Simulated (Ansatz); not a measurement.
# Ti: single-point calculation (part 2 of 2)

The same run, continued: Ti (slab, 12 atoms in the cell); DFT PBE+D3(BJ), scalar-relativistic, plane waves, PAW, PAW set soft_1, no spin polarisation (Ansatz 0.2.0); cutoff 420 eV, 5×6×1 k-mesh, Gaussian smearing of 0.1 eV. The structure derives from an entry of the Crystallography Open Database.

Geometry of the input (Å; fractional positions):
```
5.7724  0.0000  0.0000
0.0000  4.5740  0.0000
0.0000  0.0000  24.6019
Ti 0.0000  0.7500  0.1626
Ti 0.5000  0.7500  0.1626
Ti 0.2500  0.2500  0.1965
Ti 0.7500  0.2500  0.1965
Ti 0.2500  0.7500  0.2642
Ti 0.7500  0.7500  0.2642
Ti 0.0000  0.2500  0.2980
Ti 0.5000  0.2500  0.2980
Ti 0.0000  0.7500  0.3632
Ti 0.5000  0.7500  0.3632
Ti 0.2500  0.2500  0.3964
Ti 0.7500  0.2500  0.3964
```

**Output, continued**
```
  k-point 0: bands = ["-55.1682", "-55.1354", "-55.1105", "-55.0749", "-54.9570", "-54.8729", "-54.8546", "-54.8414", "-54.8244", "-54.8108", "-54.8107", "-54.7731", "-31.6640", "-31.6491", "-31.6249", "-31.6243", "-31.6079", "-31.5811", "-31.5220", "-31.5083", "-31.4338", "-31.3604", "-31.3537", "-31.3534", "-31.3269", "-31.3240", "-31.3064", "-31.3051", "-31.2923", "-31.2729", "-31.1874", "-31.1642", "-31.1359", "-31.1297", "-31.1156", "-31.0460", "-31.0259", "-31.0200", "-30.9980", "-30.9725", "-30.9542", "-30.9454", "-30.9397", "-30.9232", "-30.9068", "-30.9040", "-30.8476", "-30.8261", "-4.0139", "-2.6643", "-1.2708", "-0.6561", "-0.5928", "-0.5845", "-0.3969", "-0.2438", "-0.2152", "-0.2095", "-0.1530", "0.0150", "0.0742", "0.5742", "0.5813", "0.7458", "0.7470", "0.9165", "0.9199", "1.1056", "1.1741", "1.2626", "1.7379", "1.9422", "2.0709", "2.1555", "2.1731", "2.1788", "2.2498", "2.3266", "2.3702", "2.4269", "2.4893", "2.6732", "2.7287", "2.7421", "2.7841", "2.8284", "2.8305"]
  k-point 1: bands = ["-55.1654", "-55.1323", "-55.1105", "-55.0749", "-54.9499", "-54.8697", "-54.8583", "-54.8374", "-54.8289", "-54.8162", "-54.8140", "-54.7771", "-31.6721", "-31.6504", "-31.6274", "-31.6139", "-31.6050", "-31.5498", "-31.5420", "-31.5345", "-31.4518", "-31.4516", "-31.4352", "-31.3835", "-31.3576", "-31.2680", "-31.2655", "-31.2573", "-31.2305", "-31.2013", "-31.1974", "-31.1550", "-31.1273", "-31.1234", "-31.1129", "-31.0210", "-31.0076", "-30.9969", "-30.9953", "-30.9935", "-30.9646", "-30.9541", "-30.9496", "-30.9351", "-30.9120", "-30.8952", "-30.8791", "-30.8355", "-3.7789", "-2.4690", "-1.2339", "-0.7426", "-0.7308", "-0.7223", "-0.3511", "-0.3241", "-0.2907", "-0.1464", "0.0525", "0.0839", "0.3411", "0.5452", "0.5516", "0.8768", "0.8798", "0.8933", "1.0252", "1.0315", "1.0347", "1.2468", "1.8328", "1.8459", "1.8921", "1.9711", "2.2348", "2.2626", "2.3210", "2.3534", "2.4681", "2.5447", "2.5867", "2.6424", "2.6442", "2.6870", "2.7513", "2.8499", "2.8600"]
  k-point 2: bands = ["-55.1596", "-55.1259", "-55.1104", "-55.0748", "-54.9303", "-54.8718", "-54.8616", "-54.8388", "-54.8270", "-54.8256", "-54.8220", "-54.7874", "-31.6877", "-31.6706", "-31.6317", "-31.6264", "-31.5836", "-31.5836", "-31.5306", "-31.5154", "-31.4877", "-31.4723", "-31.4496", "-31.4452", "-31.4135", "-31.3307", "-31.2076", "-31.2063", "-31.1782", "-31.1336", "-31.1102", "-31.1068", "-31.0988", "-31.0793", "-31.0758", "-31.0684", "-31.0422", "-30.9943", "-30.9892", "-30.9890", "-30.9742", "-30.9645", "-30.9611", "-30.9534", "-30.9299", "-30.9152", "-30.8861", "-30.8599", "-3.1157", "-1.9287", "-1.2316", "-1.0941", "-0.8047", "-0.7870", "-0.4576", "-0.4105", "-0.4034", "-0.3728", "0.1080", "0.1160", "0.6382", "0.6700", "0.7190", "0.7499", "0.9179", "0.9554", "0.9633", "1.2946", "1.4118", "1.4311", "1.8153", "1.8850", "1.8861", "1.9584", "2.0055", "2.1853", "2.3166", "2.3482", "2.3796", "2.3914", "2.5382", "2.5528", "2.6442", "2.6804", "2.7405", "2.8590", "2.8721"]
  k-point 11: bands = ["-55.1407", "-55.1264", "-55.1062", "-55.0914", "-54.8919", "-54.8752", "-54.8707", "-54.8525", "-54.8326", "-54.8241", "-54.8176", "-54.8070", "-31.6576", "-31.6410", "-31.6316", "-31.6149", "-31.4999", "-31.4894", "-31.4883", "-31.4701", "-31.4585", "-31.4461", "-31.4119", "-31.4115", "-31.4104", "-31.3909", "-31.3235", "-31.3064", "-31.1914", "-31.1733", "-31.1532", "-31.1308", "-31.0675", "-31.0605", "-31.0600", "-31.0476", "-31.0254", "-31.0125", "-30.9947", "-30.9884", "-30.9883", "-30.9692", "-30.9682", "-30.9663", "-30.9427", "-30.9366", "-30.9248", "-30.9241", "-1.5619", "-1.5577", "-1.0941", "-1.0854", "-0.7226", "-0.7091", "-0.4861", "-0.4845", "0.0673", "0.0952", "0.4567", "0.4612", "0.9096", "0.9105", "0.9114", "0.9579", "1.0483", "1.0486", "1.2903", "1.3306", "1.3793", "1.4122", "1.4987", "1.5156", "1.6411", "1.6623", "1.8316", "1.8441", "1.8456", "1.8668", "2.0114", "2.0286", "2.0971", "2.1041", "2.2331", "2.2477", "2.4182", "2.4437", "2.5892"]
```

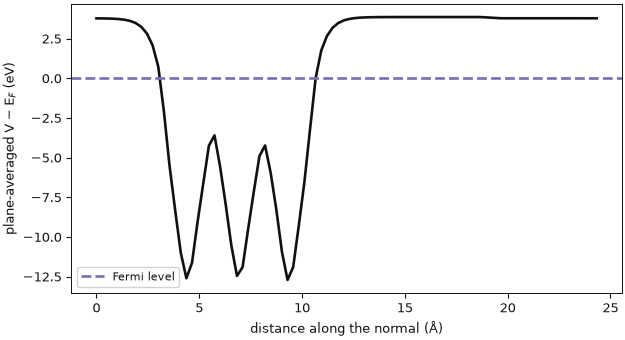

Figure 1. Plane average of the electrostatic potential energy of an electron across the cell, from the Fermi level. The vacuum level lies 3.87 eV above the Fermi level on the upper side and 3.79 eV on the lower.

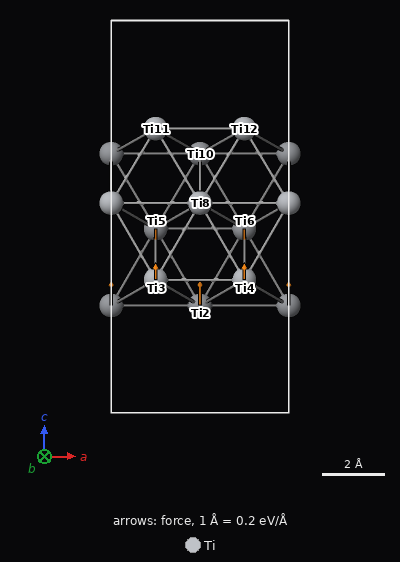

Figure 2. Forces on the atoms as orange arrows (ball-and-stick view of the cell of the calculation, with the vacuum cut short, along the b axis; atoms are numbered from 1 in the order of the input); the smallest are left out. The largest act on Ti5, Ti6 (0.31 eV/Å); Ti1, Ti2 (0.17 eV/Å); Ti3, Ti4 (0.12 eV/Å). The geometry is not a stationary point of this energy.

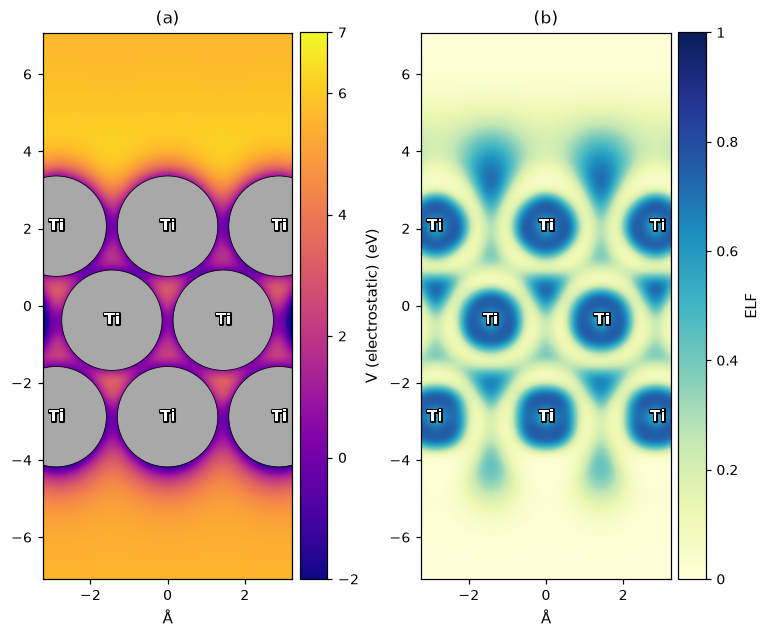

Figure 3. (a) electrostatic potential energy of an electron; (b) ELF on the (010) plane of the calculation cell, a cut from vacuum to vacuum. Grey discs, where drawn, cover atomic cores. The section cuts through Ti sites. Ti–Ti (2.89 Å): the ELF is about 0.20 at the midpoint; no localised pair between them. The strong features right at Ti lie inside the PAW spheres (semicore, d or f shells) and say nothing about bonding. Core electrons are frozen (PAW), so the fields are smoothed inside the atomic spheres.

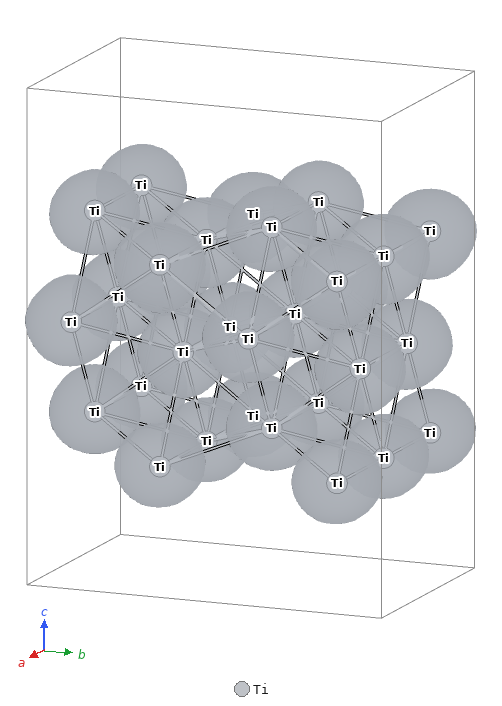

Figure 4. Isosurface of the valence pseudo-density at 0.3 e/Å³ (grey), seen slightly off an axis. Sticks mark near contacts. At this value the density breaks into separate islands; it holds about 80 % of the electrons treated as valence (semicore included). It is pinched off along the Ti–Ti (2.79 Å) and Ti–Ti (2.88 Å) contacts. On the grid the lowest density along these lines, outside the cores, is 0.22 e/Å³ (Ti–Ti, 2.79 Å) and 0.2 e/Å³ (Ti–Ti, 2.88 Å).

**Summary**

| quantity | value |
| --- | --- |
| outcome | converged |
| electrons treated | 144 |
| free energy | −29994.4754 eV |
| work function, top face | 3.87 eV |
| work function, bottom face | 3.79 eV |
| Fermi energy | 1.762 eV |
| gap on the k-point mesh | none (metallic) |
| work function (upper face) | 3.87 eV |
| largest force (length of the vector) | 0.313 eV/Å |
| wall time | 72 s (CPU time 4.5 min) |
| peak memory | 1.6 GiB |

**Remarks**

Warnings of the run: the exchange-correlation potential is rough where the density is thin.
